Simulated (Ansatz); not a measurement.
```xyz
48
Lattice="0.0000 0.0000 8.3432 7.5365 -4.3512 0.0000 0.0000 8.7025 0.0000" Properties=species:S:1:pos:R:3 pbc="T T T"
B     0.0000    1.4504    2.0858
B     3.7683   -0.7252    2.0858
B     2.5122    1.4504    2.0858
B     1.2561    3.6261    2.0858
B     0.0000    5.8016    2.0858
B     6.2804   -0.7252    2.0858
B     5.0244    1.4504    2.0858
B     3.7683    3.6261    2.0858
B     2.5122    5.8016    2.0858
B     1.2561    7.9771    2.0858
B     6.2804    3.6259    2.0858
B     5.0243   -2.9008    2.0858
B     1.3719    0.6584    6.2574
B     5.0367   -1.4575    6.2574
B     3.8054    0.7088    6.2574
B     2.4998    2.8937    6.2574
B     1.2604    5.1169    6.2574
B     0.0000    3.0345    6.2574
B     6.2761    0.7656    6.2574
B     4.9915    2.8769    6.2574
B     3.7311    5.0600    6.2574
B     2.5450    7.2280    6.2574
B     0.0000    7.2664    6.2574
B     6.1647    5.0096    6.2574
B     0.0000    1.4504    6.2574
N     3.7911   -0.7384    6.2574
N     2.5715    1.4310    6.2574
N     1.2689    3.6871    6.2574
N     0.0000    5.8280    6.2574
N     6.2676   -0.6642    6.2574
N     5.0244    1.4504    6.2574
N     3.7454    3.6128    6.2574
N     2.5122    5.8016    6.2574
N     1.3025    7.9355    6.2574
N     6.2340    3.5844    6.2574
N     4.9651    5.7823    6.2574
N     1.2561    0.7252    2.0858
N     5.0244   -1.4504    2.0858
N     3.7683    0.7252    2.0858
N     2.5122    2.9008    2.0858
N     1.2561    5.0764    2.0858
N     0.0000    2.9008    2.0858
N     6.2804    0.7252    2.0858
N     5.0244    2.9008    2.0858
N     3.7683    5.0764    2.0858
N     2.5122   -1.4504    2.0858
N     0.0000    7.2520    2.0858
N     6.2804   -3.6260    2.0858
```

Level of theory: DFT PBE, scalar-relativistic, plane waves, PAW in Ansatz 0.2.0.

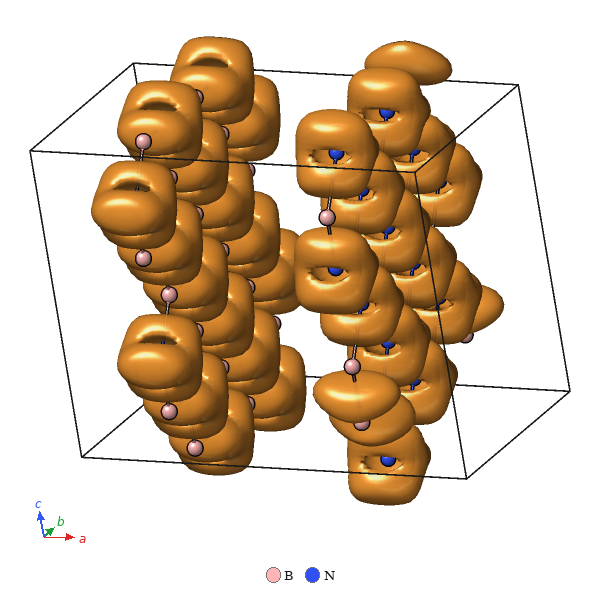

B25N23 (cell with a defect). Isosurface of the electron localisation function at 0.75 (orange), seen slightly off an axis. Only the valence region is drawn (cores and ρ < 0.01 e/Å³ removed). Sticks mark near contacts.

Core electrons are frozen (PAW), and the valence fields are smoothed inside the atomic spheres.

Describe the localisation domains.

The ELF exceeds this value in three regions between bonded B–B atoms (shared pairs) and 23 regions on N in which the atom's valence shell and bonds are merged, counted in one cell of 48 atoms. Regions shared between cells count once. Profiles from the grid: B–N (1.43 Å): the ELF peaks at about 0.95 between the atoms (a shared but strongly polarised pair). B–B (1.58 Å): the ELF peaks at about 1 between the atoms: localised, covalent bonding.

Does the calculation make it a metal, or give it a gap?

It is gapped, with a Kohn–Sham gap of 1.2 eV on the k-point mesh, an upper bound to the gap of this method.
